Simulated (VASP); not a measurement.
Ni: geometry relaxation (part 1 of 4)

- system: Ni (slab, 6 atoms in the cell)
- method: Kohn-Sham DFT of a periodic cell, BEEF-vdW, VASP PAW PBE potentials, recommended, spin-polarised (VASP 6.6.1)

The structure derives from an entry of the Crystallography Open Database. It belongs to a series of runs on one base structure; here: the (1 1 1) slab of Ni, cut from the database cell, not relaxed.

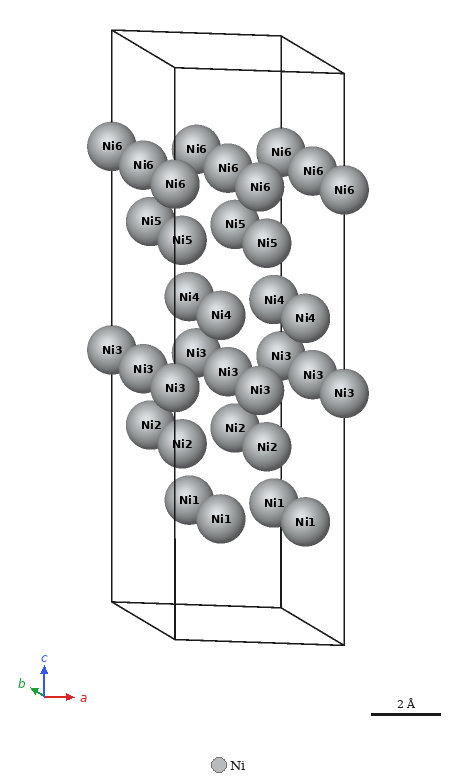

The structure as given in the input (spheres-only view of the 2 × 2 repeat of the cell, with the vacuum cut short, seen slightly off an axis; atoms are numbered from 1 in the order of the input).

INCAR
```
SYSTEM = Ni
PREC = Accurate
ENCUT = 520
EDIFF = 1E-6
ISMEAR = 0
SIGMA = 0.05
LREAL = .False.
LASPH = .True.
NELM = 100
ALGO = Normal
ISIF = 2
LWAVE = .False.
LCHARG = .False.
ISPIN = 2
MAGMOM = 1 1 1 1 1 1
LORBIT = 11
LMAXMIX = 4
LDIPOL = .True.
IDIPOL = 3
DIPOL = 0.5 0.5 0.500
GGA = BF
LUSE_VDW = .True.
ZAB_VDW = -1.8867
IBRION = 2
NSW = 40
EDIFFG = -0.01
```

KPOINTS
```
Automatic mesh
0
Gamma
  9 9 1
  0 0 0
```

POSCAR
```
Ni
1.0
    2.5002588676      0.0000000000      0.0000000000
   -1.2501294338      2.1652876954      0.0000000000
    0.0000000000      0.0000000000     25.2072640841
Ni
6
Selective dynamics
Direct
    0.6666666667      0.3333333333      0.2975332815  F F F
    0.3333333333      0.6666666667      0.3785199689  F F F
    0.0000000000      0.0000000000      0.4595066563  F F F
    0.6666666667      0.3333333333      0.5404933437  T T T
    0.3333333333      0.6666666667      0.6214800311  T T T
    0.0000000000      0.0000000000      0.7024667185  T T T
```

Launch command:
```bash
cat potpaw_PBE.64/Ni/POTCAR > POTCAR
mpirun -np 1 vasp_std > vasp.out
```

OSZICAR
```
N       E                     dE             d eps       ncg     rms          rms(c)
DAV:   1     0.445475787692E+03    0.44548E+03   -0.28057E+04  1872   0.186E+03
DAV:   2     0.160426641358E+02   -0.42943E+03   -0.41241E+03  1893   0.368E+02
DAV:   3    -0.162858233800E+02   -0.32328E+02   -0.30484E+02  2026   0.140E+02
DAV:   4    -0.168437853239E+02   -0.55796E+00   -0.54782E+00  2080   0.195E+01
DAV:   5    -0.168578726717E+02   -0.14087E-01   -0.14086E-01  2896   0.191E+00    0.187E+01
DAV:   6    -0.230507693719E+02   -0.61929E+01   -0.58714E+01  2127   0.137E+02    0.351E+01
DAV:   7    -0.192257429007E+02    0.38250E+01   -0.65844E+01  2207   0.119E+02    0.257E+01
DAV:   8    -0.162342296287E+02    0.29915E+01   -0.20750E+01  2216   0.880E+01    0.267E+01
DAV:   9    -0.149377850059E+02    0.12964E+01   -0.17385E+01  2259   0.742E+01    0.192E+01
DAV:  10    -0.170407797768E+02   -0.21030E+01   -0.25796E+01  2261   0.802E+01    0.220E+01
DAV:  11    -0.169984856686E+02    0.42294E-01   -0.25041E+01  2732   0.751E+01    0.254E+01
DAV:  12    -0.137333963038E+02    0.32651E+01   -0.10693E+01  2397   0.518E+01    0.124E+01
DAV:  13    -0.141341655589E+02   -0.40077E+00   -0.77737E+00  2392   0.408E+01    0.219E+01
DAV:  14    -0.135116153738E+02    0.62255E+00   -0.13257E+01  2299   0.354E+01    0.157E+01
DAV:  15    -0.130819121799E+02    0.42970E+00   -0.27542E+00  2227   0.236E+01    0.958E+00
DAV:  16    -0.133575401763E+02   -0.27563E+00   -0.48462E-01  2274   0.758E+00    0.119E+01
DAV:  17    -0.132837315564E+02    0.73809E-01   -0.10153E+00  2166   0.133E+01    0.909E+00
DAV:  18    -0.131138168869E+02    0.16991E+00   -0.37120E-01  2377   0.889E+00    0.703E+00
DAV:  19    -0.132586943721E+02   -0.14488E+00   -0.15897E+00  3386   0.123E+01    0.103E+01
DAV:  20    -0.134123253002E+02   -0.15363E+00   -0.23627E-01  2233   0.574E+00    0.101E+01
DAV:  21    -0.135691956356E+02   -0.15687E+00   -0.10565E-01  2106   0.219E+00    0.110E+01
DAV:  22    -0.135605702854E+02    0.86254E-02   -0.72550E-02  2127   0.330E+00    0.938E+00
DAV:  23    -0.135447944939E+02    0.15776E-01   -0.33060E-01  2368   0.682E+00    0.595E+00
DAV:  24    -0.135284645975E+02    0.16330E-01   -0.35790E-01  2434   0.729E+00    0.329E+00
DAV:  25    -0.135829228867E+02   -0.54458E-01   -0.24626E-01  2551   0.488E+00    0.277E+00
DAV:  26    -0.136964540927E+02   -0.11353E+00   -0.89289E-02  2162   0.402E+00    0.158E+00
DAV:  27    -0.137861109439E+02   -0.89657E-01   -0.18820E-01  2419   0.588E+00    0.351E+00
DAV:  28    -0.138026124723E+02   -0.16502E-01   -0.54797E-02  2045   0.178E+00    0.248E+00
DAV:  29    -0.138254458252E+02   -0.22833E-01   -0.19132E-02  2035   0.157E+00    0.319E+00
DAV:  30    -0.138550351042E+02   -0.29589E-01   -0.27425E-02  2009   0.202E+00    0.286E+00
DAV:  31    -0.138494088692E+02    0.56262E-02   -0.78005E-02  2528   0.319E+00    0.888E-01
DAV:  32    -0.138519842444E+02   -0.25754E-02   -0.61816E-03  2195   0.942E-01    0.706E-01
DAV:  33    -0.138544840259E+02   -0.24998E-02   -0.14784E-03  2201   0.426E-01    0.595E-01
DAV:  34    -0.138545154148E+02   -0.31389E-04   -0.17237E-02  2775   0.132E+00    0.100E+00
DAV:  35    -0.138566797943E+02   -0.21644E-02   -0.40423E-03  2033   0.785E-01    0.714E-01
DAV:  36    -0.138611091663E+02   -0.44294E-02   -0.28968E-03  2257   0.706E-01    0.346E-01
DAV:  37    -0.138643471373E+02   -0.32380E-02   -0.41484E-03  2786   0.652E-01    0.352E-01
DAV:  38    -0.138679515442E+02   -0.36044E-02   -0.19187E-03  2221   0.612E-01    0.104E-01
DAV:  39    -0.138730334046E+02   -0.50819E-02   -0.69058E-04  2096   0.266E-01    0.148E-01
DAV:  40    -0.138780230026E+02   -0.49896E-02   -0.45320E-04  2028   0.173E-01    0.216E-01
DAV:  41    -0.138818514950E+02   -0.38285E-02   -0.22199E-04  1958   0.138E-01    0.209E-01
DAV:  42    -0.138881806077E+02   -0.63291E-02   -0.73780E-04  2370   0.249E-01    0.832E-02
DAV:  43    -0.138905435422E+02   -0.23629E-02   -0.27574E-04  2021   0.165E-01    0.849E-02
DAV:  44    -0.138909907045E+02   -0.44716E-03   -0.87172E-05  2021   0.883E-02    0.664E-02
DAV:  45    -0.138911454410E+02   -0.15474E-03   -0.83704E-05  2203   0.927E-02    0.621E-02
DAV:  46    -0.138911862890E+02   -0.40848E-04   -0.24451E-05  2213   0.803E-02    0.449E-02
DAV:  47    -0.138912237193E+02   -0.37430E-04   -0.24897E-05  2038   0.494E-02    0.258E-02
DAV:  48    -0.138912446903E+02   -0.20971E-04   -0.81532E-06  1806   0.338E-02    0.163E-02
DAV:  49    -0.138912605404E+02   -0.15850E-04   -0.36302E-06  1563   0.178E-02    0.807E-03
DAV:  50    -0.138912784118E+02   -0.17871E-04   -0.34018E-06  1554   0.185E-02    0.107E-02
DAV:  51    -0.138912791733E+02   -0.76157E-06   -0.18123E-06  1400   0.150E-02
   1 F= -.13891279E+02 E0= -.13884998E+02  d E =-.138913E+02  mag=     3.5401
       N       E                     dE             d eps       ncg     rms          rms(c)
DAV:   1    -0.138919539876E+02   -0.67558E-03   -0.31197E-01  1872   0.277E+00    0.137E-01
DAV:   2    -0.138936126344E+02   -0.16586E-02   -0.90732E-03  2803   0.143E+00    0.638E-01
DAV:   3    -0.138966812646E+02   -0.30686E-02   -0.41720E-02  2255   0.239E+00    0.142E+00
DAV:   4    -0.138928416602E+02    0.38396E-02   -0.39140E-02  2264   0.220E+00    0.423E-01
DAV:   5    -0.138930307162E+02   -0.18906E-03   -0.61356E-03  2514   0.114E+00    0.512E-01
DAV:   6    -0.138924155287E+02    0.61519E-03   -0.27629E-03  2205   0.898E-01    0.161E-01
DAV:   7    -0.138923571456E+02    0.58383E-04   -0.46965E-04  2349   0.405E-01    0.696E-02
DAV:   8    -0.138923870595E+02   -0.29914E-04   -0.22412E-04  2306   0.285E-01    0.108E-01
DAV:   9    -0.138923534925E+02    0.33567E-04   -0.21671E-04  2130   0.302E-01    0.547E-02
DAV:  10    -0.138923499994E+02    0.34931E-05   -0.41825E-05  2578   0.993E-02    0.211E-02
DAV:  11    -0.138923486425E+02    0.13569E-05   -0.86639E-06  1666   0.474E-02    0.132E-02
DAV:  12    -0.138923482756E+02    0.36691E-06   -0.15947E-06  1192   0.164E-02
   2 F= -.13892348E+02 E0= -.13886089E+02  d E =-.106910E-02  mag=     3.5404
       N       E                     dE             d eps       ncg     rms          rms(c)
DAV:   1    -0.138923016844E+02    0.46958E-04   -0.28835E-01  1872   0.266E+00    0.134E-01
DAV:   2    -0.138962881652E+02   -0.39865E-02   -0.23249E-02  2974   0.190E+00    0.121E+00
DAV:   3    -0.138957517187E+02    0.53645E-03   -0.64163E-02  2731   0.279E+00    0.112E+00
DAV:   4    -0.138928717483E+02    0.28800E-02   -0.19506E-02  2298   0.186E+00    0.257E-01
DAV:   5    -0.138932660184E+02   -0.39427E-03   -0.35752E-03  2586   0.958E-01    0.480E-01
DAV:   6    -0.138927310395E+02    0.53498E-03   -0.23868E-03  2182   0.857E-01    0.160E-01
DAV:   7    -0.138926788840E+02    0.52155E-04   -0.46085E-04  2239   0.393E-01    0.753E-02
DAV:   8    -0.138926984405E+02   -0.19557E-04   -0.23282E-04  2294   0.281E-01    0.907E-02
DAV:   9    -0.138926742560E+02    0.24185E-04   -0.20862E-04  2166   0.296E-01    0.454E-02
DAV:  10    -0.138926842593E+02   -0.10003E-04   -0.11268E-04  2714   0.136E-01    0.653E-02
DAV:  11    -0.138926741376E+02    0.10122E-04   -0.56190E-05  1827   0.925E-02    0.733E-03
DAV:  12    -0.138926748007E+02   -0.66306E-06   -0.38462E-06  1324   0.202E-02
   3 F= -.13892675E+02 E0= -.13886438E+02  d E =-.139563E-02  mag=     3.5407
       N       E                     dE             d eps       ncg     rms          rms(c)
DAV:   1    -0.138927526449E+02   -0.78507E-04   -0.59652E-02  1872   0.123E+00    0.654E-02
DAV:   2    -0.138934808584E+02   -0.72821E-03   -0.32047E-03  2540   0.102E+00    0.462E-01
DAV:   3    -0.138928782904E+02    0.60257E-03   -0.27387E-03  2130   0.932E-01    0.161E-01
DAV:   4    -0.138929761369E+02   -0.97847E-04   -0.15780E-03  2649   0.568E-01    0.260E-01
DAV:   5    -0.138931963291E+02   -0.22019E-03   -0.49474E-03  2645   0.803E-01    0.403E-01
DAV:   6    -0.138928460656E+02    0.35026E-03   -0.27576E-03  2938   0.589E-01    0.932E-02
DAV:   7    -0.138928239681E+02    0.22098E-04   -0.97474E-05  2321   0.183E-01    0.383E-02
DAV:   8    -0.138928245806E+02   -0.61254E-06   -0.37812E-05  2353   0.825E-02    0.202E-02
DAV:   9    -0.138928280212E+02   -0.34406E-05   -0.33625E-05  2124   0.115E-01    0.327E-02
DAV:  10    -0.138928259116E+02    0.21096E-05   -0.23428E-05  1955   0.869E-02    0.184E-02
DAV:  11    -0.138928255074E+02    0.40421E-06   -0.18381E-06  1149   0.190E-02
   4 F= -.13892826E+02 E0= -.13886585E+02  d E =-.150707E-03  mag=     3.5411
       N       E                     dE             d eps       ncg     rms          rms(c)
DAV:   1    -0.138928116632E+02    0.14248E-04   -0.45260E-02  1872   0.107E+00    0.590E-02
DAV:   2    -0.138939824677E+02   -0.11708E-02   -0.62814E-03  2497   0.110E+00    0.653E-01
DAV:   3    -0.138940406173E+02   -0.58150E-04   -0.19044E-02  2506   0.155E+00    0.697E-01
DAV:   4    -0.138928994108E+02    0.11412E-02   -0.74006E-03  2532   0.108E+00    0.120E-01
DAV:   5    -0.138929331609E+02   -0.33750E-04   -0.65731E-04  2529   0.416E-01    0.170E-01
DAV:   6    -0.138928820499E+02    0.51111E-04   -0.38562E-04  2098   0.328E-01    0.800E-02
DAV:   7    -0.138928640347E+02    0.18015E-04   -0.87952E-05  2125   0.186E-01    0.244E-02
DAV:   8    -0.138928652098E+02   -0.11751E-05   -0.17077E-05  2021   0.576E-02    0.145E-02
DAV:   9    -0.138928687402E+02   -0.35304E-05   -0.24599E-05  2004   0.984E-02    0.300E-02
DAV:  10    -0.138928667213E+02    0.20189E-05   -0.19095E-05  1844   0.823E-02    0.196E-02
DAV:  11    -0.138928663373E+02    0.38401E-06   -0.16156E-06  1135   0.171E-02
   5 F= -.13892866E+02 E0= -.13886623E+02  d E =-.191537E-03  mag=     3.5414
       N       E                     dE             d eps       ncg     rms          rms(c)
DAV:   1    -0.138928870068E+02   -0.20286E-04   -0.10398E-02  1872   0.513E-01    0.360E-02
DAV:   2    -0.138958495770E+02   -0.29626E-02   -0.17153E-02  2664   0.153E+00    0.113E+00
DAV:   3    -0.138931234382E+02    0.27261E-02   -0.21241E-02  2761   0.159E+00    0.279E-01
DAV:   4    -0.138929015253E+02    0.22191E-03   -0.98767E-04  2971   0.441E-01    0.567E-02
DAV:   5    -0.138929346368E+02   -0.33112E-04   -0.24885E-04  2448   0.282E-01    0.112E-01
DAV:   6    -0.138928982080E+02    0.36429E-04   -0.14959E-04  2104   0.231E-01    0.264E-02
DAV:   7    -0.138928984820E+02   -0.27396E-06   -0.16261E-05  2008   0.752E-02    0.234E-02
DAV:   8    -0.138928976574E+02    0.82458E-06   -0.12448E-05  1426   0.570E-02    0.121E-02
DAV:   9    -0.138928980622E+02   -0.40478E-06   -0.44025E-06  1152   0.381E-02
   6 F= -.13892898E+02 E0= -.13886651E+02  d E =-.317249E-04  mag=     3.5416
       N       E                     dE             d eps       ncg     rms          rms(c)
DAV:   1    -0.138928729432E+02    0.24714E-04   -0.93426E-02  1872   0.154E+00    0.902E-02
DAV:   2    -0.138989681066E+02   -0.60952E-02   -0.32390E-02  2703   0.232E+00    0.154E+00
DAV:   3    -0.138954236198E+02    0.35445E-02   -0.67115E-02  2570   0.291E+00    0.996E-01
DAV:   4    -0.138930197543E+02    0.24039E-02   -0.13966E-02  3042   0.147E+00    0.132E-01
DAV:   5    -0.138931547557E+02   -0.13500E-03   -0.14323E-03  2281   0.653E-01    0.254E-01
DAV:   6    -0.138929745591E+02    0.18020E-03   -0.86121E-04  2085   0.528E-01    0.714E-02
DAV:   7    -0.138929810280E+02   -0.64689E-05   -0.10714E-04  2368   0.193E-01    0.676E-02
DAV:   8    -0.138929693926E+02    0.11635E-04   -0.78816E-05  2136   0.151E-01    0.215E-02
DAV:   9    -0.138929734305E+02   -0.40379E-05   -0.33216E-05  2248   0.109E-01    0.369E-02
DAV:  10    -0.138929695397E+02    0.38908E-05   -0.28290E-05  2085   0.104E-01    0.142E-02
DAV:  11    -0.138929702214E+02   -0.68170E-06   -0.26310E-06  1283   0.176E-02
   7 F= -.13892970E+02 E0= -.13886726E+02  d E =-.103884E-03  mag=     3.5421
       N       E                     dE             d eps       ncg     rms          rms(c)
DAV:   1    -0.138926333550E+02    0.33618E-03   -0.37390E-01  1872   0.307E+00    0.193E-01
DAV:   2    -0.139351570993E+02   -0.42524E-01   -0.22506E-01  2618   0.608E+00    0.413E+00
DAV:   3    -0.139016222463E+02    0.33535E-01   -0.39863E-01  2682   0.659E+00    0.183E+00
DAV:   4    -0.138931189161E+02    0.85033E-02   -0.41078E-02  2906   0.285E+00    0.239E-01
DAV:   5    -0.138938661214E+02   -0.74721E-03   -0.60975E-03  2448   0.136E+00    0.539E-01
DAV:   6    -0.138930514512E+02    0.81467E-03   -0.39595E-03  2114   0.113E+00    0.151E-01
DAV:   7    -0.138930619813E+02   -0.10530E-04   -0.49565E-04  2404   0.408E-01    0.138E-01
DAV:   8    -0.138930101242E+02    0.51857E-04   -0.37725E-04  2149   0.319E-01    0.519E-02
DAV:   9    -0.138930255243E+02   -0.15400E-04   -0.14055E-04  2271   0.217E-01    0.704E-02
DAV:  10    -0.138930125837E+02    0.12941E-04   -0.12368E-04  2151   0.215E-01    0.400E-02
DAV:  11    -0.138930129185E+02   -0.33480E-06   -0.98244E-06  1945   0.400E-02
   8 F= -.13893013E+02 E0= -.13886772E+02  d E =-.146581E-03  mag=     3.5428
       N       E                     dE             d eps       ncg     rms          rms(c)
DAV:   1    -0.138930188228E+02   -0.62391E-05   -0.11655E-02  1872   0.534E-01    0.395E-02
DAV:   2    -0.138960392372E+02   -0.30204E-02   -0.17541E-02  2604   0.154E+00    0.114E+00
DAV:   3    -0.138933305453E+02    0.27087E-02   -0.22956E-02  2696   0.165E+00    0.329E-01
DAV:   4    -0.138930376779E+02    0.29287E-03   -0.13916E-03  3009   0.520E-01    0.720E-02
DAV:   5    -0.138930641375E+02   -0.26460E-04   -0.28564E-04  2431   0.296E-01    0.108E-01
DAV:   6    -0.138930344507E+02    0.29687E-04   -0.15336E-04  2119   0.232E-01    0.338E-02
DAV:   7    -0.138930321278E+02    0.23229E-05   -0.24620E-05  2069   0.970E-02    0.182E-02
DAV:   8    -0.138930327660E+02   -0.63815E-06   -0.85096E-06  1412   0.499E-02
   9 F= -.13893033E+02 E0= -.13886801E+02  d E =-.198474E-04  mag=     3.5431
       N       E                     dE             d eps       ncg     rms          rms(c)
DAV:   1    -0.138929786387E+02    0.53489E-04   -0.64509E-02  1872   0.125E+00    0.789E-02
DAV:   2    -0.139006291335E+02   -0.76505E-02   -0.42982E-02  2611   0.250E+00    0.178E+00
DAV:   3    -0.138943291612E+02    0.63000E-02   -0.66540E-02  2730   0.281E+00    0.705E-01
DAV:   4    -0.138930819751E+02    0.12472E-02   -0.65708E-03  2997   0.109E+00    0.134E-01
DAV:   5    -0.138931670253E+02   -0.85050E-04   -0.10708E-03  2376   0.569E-01    0.202E-01
DAV:   6    -0.138930680547E+02    0.98971E-04   -0.64851E-04  2147   0.464E-01    0.942E-02
DAV:   7    -0.138930515606E+02    0.16494E-04   -0.12155E-04  2094   0.214E-01    0.574E-02
DAV:   8    -0.138930481515E+02    0.34091E-05   -0.95638E-05  2319   0.134E-01    0.342E-02
DAV:   9    -0.138930473382E+02    0.81323E-06   -0.25920E-05  2036   0.104E-01    0.294E-02
DAV:  10    -0.138930497432E+02   -0.24050E-05   -0.38300E-05  1817   0.850E-02    0.304E-02
DAV:  11    -0.138930484811E+02    0.12621E-05   -0.44020E-06  1225   0.280E-02    0.152E-02
DAV:  12    -0.138930482713E+02    0.20982E-06   -0.46105E-06  1279   0.206E-02
  10 F= -.13893048E+02 E0= -.13886819E+02  d E =-.353527E-04  mag=     3.5438
```

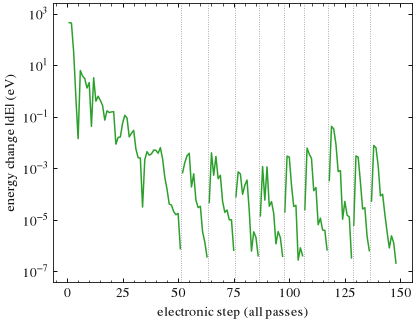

Convergence of the self-consistent field: energy change |dE| against the electronic step. Each stretch between dotted lines is the SCF of one geometry step of a relaxation. The 10 ionic steps take 8 to 51 electronic steps each. The density is held fixed in the first few steps, and dE rises again when its update begins.

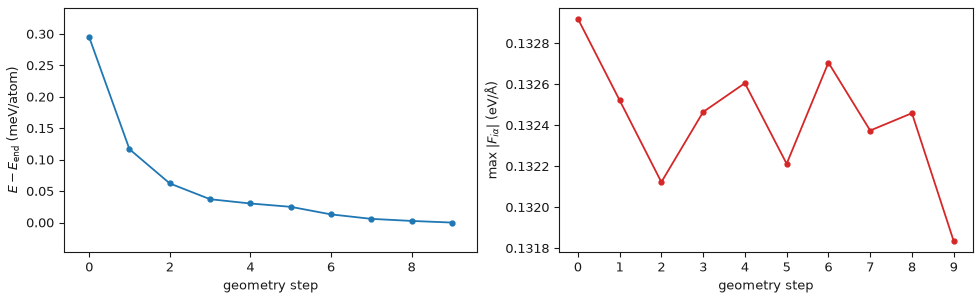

Progress of the relaxation, step by step (steps are counted from 0).
